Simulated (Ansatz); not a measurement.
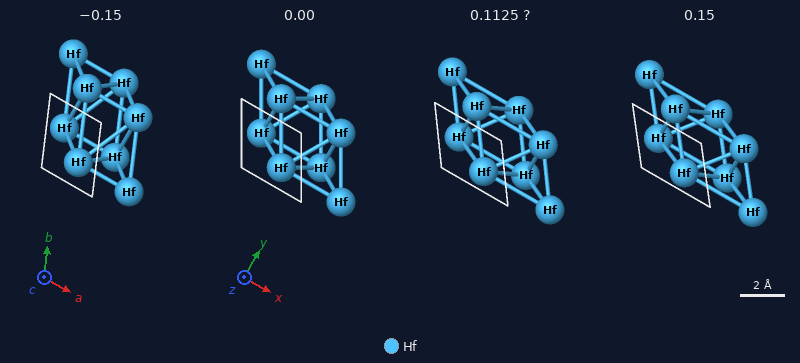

A scan of crystalline Hf (P6_3/mmc): the cell is strained along x and oppositely along y, with the atoms kept at their fractional coordinates. x, y and z are the Cartesian axes of the input. The picture is a ball-and-stick view of the cell of the calculation, repeated 2 × 2 × 1 with one cell outlined, seen along the c axis.

All numbers below come from DFT PBE, scalar-relativistic, plane waves, PAW in Ansatz 0.2.0. (plane-wave cutoff 420 eV; k-point mesh 18 × 18 × 10; occupations gaussian; smearing width 0.15 eV; no spin polarisation). Energies (free energies at the smearing named) are counted from the cell as listed in its source, which wasn't relaxed.

```tsv
strain	E − E(ref) (meV/atom)
−0.1500	365
−0.1125	224
−0.0750	106
−0.0375	27
0.0000	0
0.0375	25
0.0750	87
0.1125	?
0.1312	203
0.1500	245
```

One row is withheld. What is its energy?

A straight line between the two neighbours gives 164 meV/atom. A cubic through the four nearest rows (0.0375, 0.0750, 0.1312, 0.1500) gives, with Lagrange weights, (−0.0665)(25) + (0.3327)(87) + (1.0653)(203) + (−0.3316)(245) = 162 meV/atom. The calculation gives 162 meV/atom, so the cubic is right to the digits shown and the straight line 2 meV/atom too high.

The whole profile:

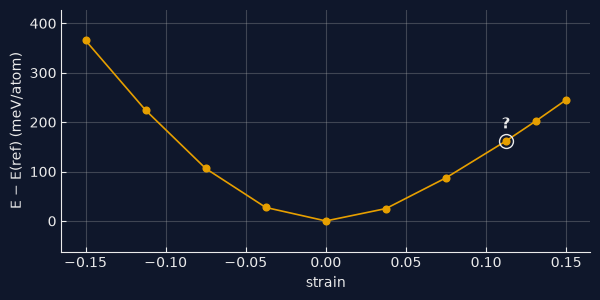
